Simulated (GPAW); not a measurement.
**Optical response of IrO2**

Aim: the dielectric function of IrO2, and the optical constants that follow from it. The cell comes from an older database entry, whose edges can differ from later determinations, mostly by under a per cent.

Calculated with GPAW 26.7.0; DFT, LDA, plane-wave PAW (GPAW data sets), scalar-relativistic, RPA, optical limit.

### Step 1. Starting point

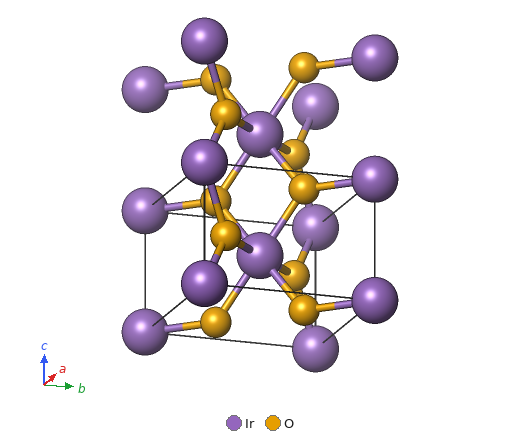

The cell as given, from a free direction (iridium purple, oxygen orange). 1×1×2 cells are drawn. Some periodic images of atoms are drawn too.

### Step 2. Ground state

First the ground state: is it a metal or has it a gap?

This step: DFT, LDA, plane-wave PAW (GPAW data sets), scalar-relativistic, ground state (GPAW 26.7.0).

File gs.py:

```python
from ase import Atoms
from ase.dft.bandgap import bandgap
from gpaw import GPAW, PW, FermiDirac

atoms = Atoms(['Ir', 'Ir', 'O', 'O', 'O', 'O'],
              cell=[[4.505100000000, 0.000000000000, 0.000000000000],
                    [0.000000000000, 4.505100000000, 0.000000000000],
                    [0.000000000000, 0.000000000000, 3.158600000000]],
              scaled_positions=[[0.500000000000, 0.500000000000, 0.500000000000],
                                [0.000000000000, 0.000000000000, 0.000000000000],
                                [0.807700000000, 0.192300000000, 0.500000000000],
                                [0.692300000000, 0.692300000000, 0.000000000000],
                                [0.192300000000, 0.807700000000, 0.500000000000],
                                [0.307700000000, 0.307700000000, 0.000000000000]],
              pbc=[True, True, True])
atoms.calc = GPAW(mode=PW(400), xc='LDA', kpts={'size': (5, 5, 7), 'gamma': True},
                  occupations=FermiDirac(0.05), maxiter=150, txt='gs.txt')
print('energy (eV)', atoms.get_potential_energy())
print('Fermi level (eV)', atoms.calc.get_fermi_level())
print('valence electrons', atoms.calc.get_number_of_electrons())
print('gap (eV)', bandgap(atoms.calc, output=None)[0])
print('direct gap (eV)', bandgap(atoms.calc, direct=True, output=None)[0])
atoms.calc.write('gs.gpw')
```

On the command line:

```bash
> OMP_NUM_THREADS=1 python gs.py
```

Numbers of over 12 decimals in the logs are rounded to 6 here.

The log of the run:

```text
__  _  _
 | _ |_)|_||  |
 |__||  | ||/\| - 26.7.0

Versions:
  Python: 3.12.14
  ASE:    3.29.0
  Numpy:  2.5.5
  Scipy:  1.18.1
  Libxc:  7.0.0

Input parameters:
  mode=PW(ecut=400.0),
  kpts=MonkhorstPack(size=(5, 5, 7), gamma=True),
  maxiter=150,
  occupations=Occupations(name='fermi-dirac', width=0.05, fixmagmom=False),
  xc=XC(name='LDA')

Diagonalizing LCAO Hamiltonian
Converting LCAO to pw mode
    .----------.
   /|          |
  / |          |
 *  | O Ir     |
 |  .-----O----.
 | /       O  /
 |/  O       /
 Ir---------*

Atoms  # Å, Bohr magnetons
|   | symbol |        x |        y |        z |    initial magnetic moments |
| 0 |     Ir | 2.252550 | 2.252550 | 1.579300 | ( 0.0000,  0.0000,  0.0000) |
| 1 |     Ir | 0.000000 | 0.000000 | 0.000000 | ( 0.0000,  0.0000,  0.0000) |
| 2 |      O | 3.638769 | 0.866331 | 1.579300 | ( 0.0000,  0.0000,  0.0000) |
| 3 |      O | 3.118881 | 3.118881 | 0.000000 | ( 0.0000,  0.0000,  0.0000) |
| 4 |      O | 0.866331 | 3.638769 | 1.579300 | ( 0.0000,  0.0000,  0.0000) |
| 5 |      O | 1.386219 | 1.386219 | 0.000000 | ( 0.0000,  0.0000,  0.0000) |

Unit cell  # Å
| periodic |        x |        y |        z |  lengths |    angles |
|      yes | 4.505100 | 0.000000 | 0.000000 | 4.505100 | 90.000000 |
|      yes | 0.000000 | 4.505100 | 0.000000 | 4.505100 | 90.000000 |
|      yes | 0.000000 | 0.000000 | 3.158600 | 3.158600 | 90.000000 |

Number of symmetries: 8
Symmetry operations  # r_c * U_cc + t_c -> r_c
|   | kind |            matrix            |
| 0 |  E   |  1, 0, 0,  0, 1, 0,  0, 0, 1 |
| 1 |  σ   |  1, 0, 0,  0, 1, 0,  0, 0,-1 |
| 2 |  σ   |  0, 1, 0,  1, 0, 0,  0, 0, 1 |
| 3 |  C2  |  0, 1, 0,  1, 0, 0,  0, 0,-1 |
| 4 |  σ   |  0,-1, 0, -1, 0, 0,  0, 0, 1 |
| 5 |  C2  |  0,-1, 0, -1, 0, 0,  0, 0,-1 |
| 6 |  C2  | -1, 0, 0,  0,-1, 0,  0, 0, 1 |
| 7 |  i   | -1, 0, 0,  0,-1, 0,  0, 0,-1 |

BZ-sampling:
  Number of BZ points: 175
  Number of IBZ points: 36

  Monkhorst-Pack size: [5, 5, 7]
  Monkhorst-Pack shift: [0, 0, 0]

K-points  # in reciprocal-cell coordinates
|     |                                coordinates |     weight |
|   0 | (  0.00000000,   0.00000000,   0.00000000) | 0.00571429 |
|   1 | (  0.00000000,   0.00000000,   0.14285714) | 0.01142857 |
|   2 | (  0.00000000,   0.00000000,   0.28571429) | 0.01142857 |
|   3 | (  0.00000000,   0.00000000,   0.42857143) | 0.01142857 |
|   4 | (  0.20000000,  -0.20000000,   0.00000000) | 0.01142857 |
|   5 | (  0.20000000,  -0.20000000,   0.14285714) | 0.02285714 |
|   6 | (  0.20000000,  -0.20000000,   0.28571429) | 0.02285714 |
|   7 | (  0.20000000,  -0.20000000,   0.42857143) | 0.02285714 |
|   8 | (  0.20000000,   0.00000000,   0.00000000) | 0.02285714 |
|   9 | (  0.20000000,   0.00000000,   0.14285714) | 0.04571429 |
| ... |                                            |            |
|  35 | (  0.40000000,   0.40000000,   0.42857143) | 0.02285714 |

Plane wave coefficients: 1182
Cutoff: 400.0 eV

Spin-components: 1 (collinear spins)
Bands:           37
Projectors:      32
Spin-degeneracy: 2
Datatype:        complex128

Parallelization:
  kpt:    1
  domain: 1
  band:   1

Density:
  Valence electrons: 54.0
  Components: 1
  Grid points: [21 21 15]
  Charge: 0.0  # |e|

Potential:
  Grid points: [21 21 15]

species:
  Ir:
    name:    Iridium
    id:
    Z:       77.0
    valence: 15
    core:    62
    charge:  0.0  # [|e|]
    compensation charges:
      type: gauss
      rc: 0.40  # [Å]
      lmax: 2
    cutoffs:
      filter: 2.40  # [Å]
      core: 2.36  # [Å]
    projectors
    | kind |    occ | energy [eV] | rcut [Å] |
    |   6s |  2.000 |      -6.559 |    1.296 |
    |   5p |  6.000 |     -54.966 |    1.328 |
    |   6p |  0.000 |      -1.355 |    1.328 |
    |   5d |  7.000 |      -7.377 |    1.286 |
    |    s |        |      20.652 |    1.296 |
    |    d |        |      19.835 |    1.286 |

    Using partial waves for Ir as LCAO basis

  O:
    name:    Oxygen
    id:
    Z:       8.0
    valence: 6
    core:    2
    charge:  0.0  # [|e|]
    compensation charges:
      type: gauss
      rc: 0.21  # [Å]
      lmax: 2
    cutoffs:
      filter: 1.17  # [Å]
      core: 0.83  # [Å]
    projectors
    | kind |    occ | energy [eV] | rcut [Å] |
    |   2s |  2.000 |     -23.752 |    0.688 |
    |   2p |  4.000 |      -9.195 |    0.598 |
    |    s |        |       3.459 |    0.688 |
    |    p |        |      18.016 |    0.598 |
    |    d |        |       0.000 |    0.619 |

    Using partial waves for O as LCAO basis

Reference energy: -976536.108197  # eV

eigensolver:
  PPCG
  Converge bands: occupied
  niter=2

density mixing:
  MSR1-Mixer
  Pratt-step length: 0.05
  Maximum mixing coefficient: 0.75
  Old densities: 10
  SVD Regularization: 0.005
  Good broyden scale: 1.0
  Trust region scale: 1.0
  Backstep threshold: 4.0
  History deletion threshold: 6.0
  Fourier metric: weight=20.0, sigma=0.015

occupation numbers:
  Fermi-Dirac:
    width: 0.0500  # eV

poisson solver:
  ecut: 3200.0  # eV

xc functional:
  name: None

convergence criteria:
- Maximum [total energy] change in last 3 cyles: 0.0005 eV / valence electron
- Maximum integral of absolute [dens]ity change: 0.0001 electrons / valence electron
- Maximum integral of absolute [eigenst]ate change: 4e-08 eV^2 / valence electron
maximum number of iterations: 150

SCF iterations
|iter     |      energy | eigst |  dens |
|iter:   1||  -46.275936 | +0.04 |       |
|iter:   2||  -45.501099 | -1.90 | -1.08 |
|iter:   3||  -43.763916 | -1.16 | -1.14 |
|iter:   4||  -43.669824 | -2.63 | -1.61 |
|iter:   5||  -43.643979 | -2.93 | -1.84 |
|iter:   6||  -43.626081 | -3.42 | -2.23 |
|iter:   7||  -43.625932c| -4.70 | -2.97 |
|iter:   8||  -43.625953c| -5.42 | -3.38 |
|iter:   9||  -43.625937c| -5.84 | -3.50 |
|iter:  10||  -43.625940c| -6.75 | -3.88 |
|iter:  11||  -43.625940c| -7.49c| -4.95c|

Converged in 11 steps
SCF loop duration: 30.484 s (2.771 s/step)
Energy contributions relative to reference atoms: (reference = -976536.108197)

Energy contributions:
  Kinetic:          -5.192775
  Coulomb:           9.470956
  Zero:             -1.417439
  External:          0.000000
  Xc:              -46.469983
  Entropy:          -0.033399
  Spinorbit:         0.000000
  ----------------------------
  Free energy:     -43.642639
  Extrapolated:    -43.625940

dipole moment: (-16.424313, -16.424313, -29.370316)  # |e|*Ang

Fermi level: 8.618
Eigenvalues  # (at kpt = [0.000, 0.000, 0.000])
| band index |      eig [eV] | occ [0-2] |
|          0 |       -41.909 |     2.000 |
|        ... |               |           |
|         19 |         5.610 |     2.000 |
|         20 |         5.610 |     2.000 |
|         21 |         5.955 |     2.000 |
|         22 |         6.138 |     2.000 |
|         23 |         6.138 |     2.000 |
|         24 |         6.193 |     2.000 |
|         25 |         6.284 |     2.000 |
|         26 |         6.344 |     2.000 |
|         27 |         9.268 |     0.000 |
|         28 |         9.885 |     0.000 |
|         29 |        12.491 |     0.000 |
|         30 |        12.718 |     0.000 |
|         31 |        12.721 |     0.000 |
|         32 |        14.267 |     0.000 |
|         33 |        16.725 |     0.000 |
|         34 |        16.727 |     0.000 |
|        ... |               |           |
|         36 |        25.020 |     0.000 |

No gap
No difference between direct/indirect transitions

--- standard output ---
energy (eV) -43.625940
Fermi level (eV) 8.618232
valence electrons 54.0
gap (eV) 0.0
direct gap (eV) 0.0
```

It took 33 s on 1 thread of Arm Neoverse V1, shared host; peak memory 0.18 GiB.

This run has no spin polarisation, although Ir can carry a moment.

This step gave:

| Property | Result |
| --- | --- |
| energy | -43.63 eV |
| Fermi energy | 8.618 eV |
| electrons | 54 |

There are states at the Fermi level within the smearing, so the occupations stay smeared and the carriers get a Drude term.

### Step 3. Bands for the response

At the fixed density, many empty bands are solved on the mesh of the response, since the spectrum sums over them.

This step: DFT, LDA, plane-wave PAW (GPAW data sets), scalar-relativistic, bands at fixed density (GPAW 26.7.0).

File nscf.py:

```python
from ase.dft.bandgap import bandgap
from gpaw import GPAW, FermiDirac

calc = GPAW('gs.gpw').fixed_density(kpts={'size': (8, 8, 12), 'gamma': True}, nbands=56, convergence={'bands': 50},
                                    occupations=FermiDirac(0.05), txt='nscf.txt')
print('gap (eV)', bandgap(calc, output=None)[0])
print('direct gap (eV)', bandgap(calc, direct=True, output=None)[0])
print('top band over the Fermi level (eV)', min(calc.get_eigenvalues(kpt=k)[49] for k in range(len(calc.get_ibz_k_points()))) - calc.get_fermi_level())
calc.write('full.gpw', mode='all')
```

On the command line:

```bash
> OMP_NUM_THREADS=1 python nscf.py
```

The log of the run:

```text
Diagonalizing LCAO Hamiltonian
Converting LCAO to pw mode
convergence criteria:
- Maximum integral of absolute [eigenst]ate change: 4e-08 eV^2 / valence electron
maximum number of iterations: 150

SCF iterations
|iter     |      energy | eigst |  dens |
|iter:   1||             | +2.52 |       |
|iter:   2||             | +1.42 |       |
|iter:   3||             | +0.24 |       |
|iter:   4||             | -0.84 |       |
|iter:   5||             | -1.82 |       |
|iter:   6||             | -2.78 |       |
|iter:   7||             | -3.67 |       |
|iter:   8||             | -4.51 |       |
|iter:   9||             | -5.25 |       |
|iter:  10||             | -6.03 |       |
|iter:  11||             | -6.68 |       |
|iter:  12||             | -7.28 |       |
|iter:  13||             | -7.85c|       |
SCF steps: 13
  __  _  _
 | _ |_)|_||  |
 |__||  | ||/\| - 26.7.0

Versions:
  Python: 3.12.14
  ASE:    3.29.0
  Numpy:  2.5.5
  Scipy:  1.18.1
  Libxc:  7.0.0

Input parameters:
  mode=PW(ecut=400.0),
  convergence={'bands': 50},
  gpts=array([21, 21, 15]),
  kpts=MonkhorstPack(size=(8, 8, 12), gamma=True),
  maxiter=150,
  nbands=56,
  occupations=Occupations(name='fermi-dirac', width=0.05, fixmagmom=False),
  parallel={},
  xc=XC(name='LDA')

--- standard output ---
gap (eV) 0.0
direct gap (eV) 0.0
top band over the Fermi level (eV) 22.150282
```

Wall time 3.4 min (1 thread); peak memory 0.37 GiB.

### Step 4. Dielectric function, RPA

Transitions between filled and empty bands, summed over the zone, give the optical response, so mesh, band count and broadening shape it.

The induced potential is part of this response.

This step: DFT, LDA, plane-wave PAW (GPAW data sets), scalar-relativistic, RPA, optical limit (GPAW 26.7.0).

File df.py:

```python
from gpaw.response.df import DielectricFunction

df = DielectricFunction('full.gpw', frequencies={'type': 'nonlinear', 'domega0': 0.03, 'omega2': 8},
                        ecut=50,
                        eta=0.15,
                        nbands=50,
                        rate=0.05,
                        txt='df.txt')
for direction in ['x', 'z']:
    df.get_dielectric_function(xc='RPA', direction=direction, filename=f'df_{direction}.csv')
```

On the command line:

```bash
> OMP_NUM_THREADS=1 python df.py
```

The log of the run:

```text
Using integrator: PointIntegrator
NonLinearFrequencyDescriptor(from 0.000 to 76.487 eV, 515 points)
Nonperiodic BCs:  [False False False]
Using integrator: PointIntegrator
NonLinearFrequencyDescriptor(from 0.000 to 76.487 eV, 515 points)
Nonperiodic BCs:  [False False False]
Using integrator: PointIntegrator

Calculating chi0 body with:
    Ground state adapter containing:
    Number of spins: 1
    Number of kpoints: 768
    Number of irreducible kpoints: 147
    Number of completely occupied states: 25
    Number of partially occupied states: 28

    Linear response parametrization:
    q_c: [0.0, 0.0, 0.0]
    Number of frequency points: 515
    Planewave cutoff: 50.0
    Number of bands: 50
    Number of planewaves: 47
    Broadening (eta): 0.15

Integrating chi0 body.

Symmetries of q_c:
    Direct symmetries (Uq -> q): 8
    Indirect symmetries (TUq -> q): 0
In total 8 allowed symmetries.

147 groups of equivalent kpoints. 80.859375% reduction.

Integral kind: spectral function

Calculating chi0 optical extensions with:
    Ground state adapter containing:
    Number of spins: 1
    Number of kpoints: 768
    Number of irreducible kpoints: 147
    Number of completely occupied states: 25
    Number of partially occupied states: 28

    Linear response parametrization:
    Number of frequency points: 515
    Planewave cutoff: 50.0
    Number of bands: 50
    Number of planewaves: 47
    Broadening (eta): 0.15
Integrating chi0 head and wings.

Symmetries of q_c:
    Direct symmetries (Uq -> q): 8
    Indirect symmetries (TUq -> q): 0
In total 8 allowed symmetries.

147 groups of equivalent kpoints. 80.859375% reduction.

Integral kind: spectral function wings

Calculating drude chi0 with:
    Number of frequency points:515
    Plasma frequency decay rate: 0.05 eV

    Ground state adapter containing:
    Number of spins: 1
    Number of kpoints: 768
    Number of irreducible kpoints: 147
    Number of completely occupied states: 25
    Number of partially occupied states: 28

Symmetries of q_c:
    Direct symmetries (Uq -> q): 8
    Indirect symmetries (TUq -> q): 0
In total 8 allowed symmetries.

147 groups of equivalent kpoints. 80.859375% reduction.

Integral kind: intraband
Plasma frequency:
[[3.22+0.j 0.08-0.j 0.  +0.j]
 [0.08-0.j 3.22+0.j 0.  +0.j]
 [0.  +0.j 0.  +0.j 2.69+0.j]]
```

It took 40 s on 1 thread; peak memory 0.3 GiB.

Some rows of df_x.csv (energy; Re and Im without local fields; Re and Im with them):

```text
0.000000, 4177.313483, 0.000000, 4177.136400, 0.000000
0.555532, -25.599665, 12.213337, -25.731447, 12.214096
1.143969, -0.501600, 4.324533, -0.642675, 4.316681
1.768324, 3.363553, 2.680310, 3.185706, 2.721870
2.431988, 6.717194, 2.999872, 6.517976, 2.984154
3.138794, 4.982736, 5.300934, 4.821349, 5.336689
3.893091, 3.830246, 4.180986, 3.555695, 4.188854
4.699832, 3.729238, 4.928773, 3.456076, 4.835751
5.564682, 3.297006, 5.075819, 3.072535, 4.946685
6.494155, 3.405216, 5.269275, 3.225483, 5.003916
7.495775, -0.643908, 6.172250, -0.700362, 6.192667
8.578281, 0.570807, 3.338941, 0.358778, 3.053461
9.751884, 0.487101, 2.237878, 0.310896, 2.100178
11.028587, 0.965378, 2.621399, 0.988263, 2.256551
12.422601, 0.599670, 2.133801, 0.520147, 2.054845
13.950874, 0.963814, 2.165522, 0.912696, 1.886239
15.633783, 0.851679, 2.301611, 0.730343, 2.010905
17.496047, 0.423455, 2.229853, 0.511534, 1.914841
19.567954, 0.014768, 1.681708, 0.220073, 1.260205
21.887015, 0.104672, 1.232399, 0.380009, 1.197923
```

The Im ε has structure finer than the step of the table below, so its rows give means over 2 eV, whole bins alone (the curve runs from 0.305 to 22.0 eV). Peaks (eV: height): E ∥ x 3.4: 5.99, 4.5: 5.38, 6.9: 6.71; E ∥ z 6.2: 8.73.

Sum at mesh points, not converged in k. Table of Im ε by photon energy; means over each step:

```tsv
photon energy (eV)	E ∥ x	E ∥ z
2	3.78	4.59
4	5.05	4.45
6	5.00	7.88
8	4.25	5.60
10	2.20	2.95
12	2.17	1.70
14	1.94	1.44
16	1.91	2.31
18	1.78	2.21
20	1.29	1.40
```

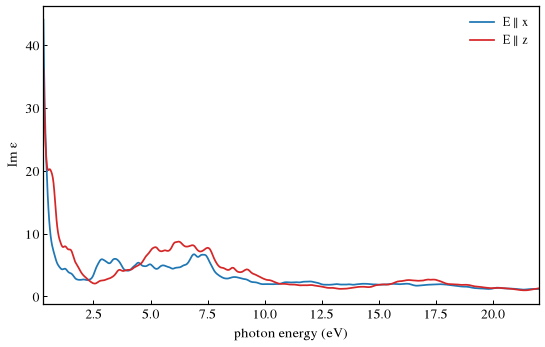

Im ε, plotted against photon energy.

(Part 1 of 2 ends here.)

[Machine, clock and banner lines and Python warnings are left out of the logs.]

[Logs are printed without paths, hosts, clocks, repeated set-up lines and the standing remarks that a program may print on its own settings, such as how far it seeks lower states.]

[Hosts, paths, dates, database ids (printed as entryN), source tags and the programs' standing remarks are cut or masked in the printed files.]
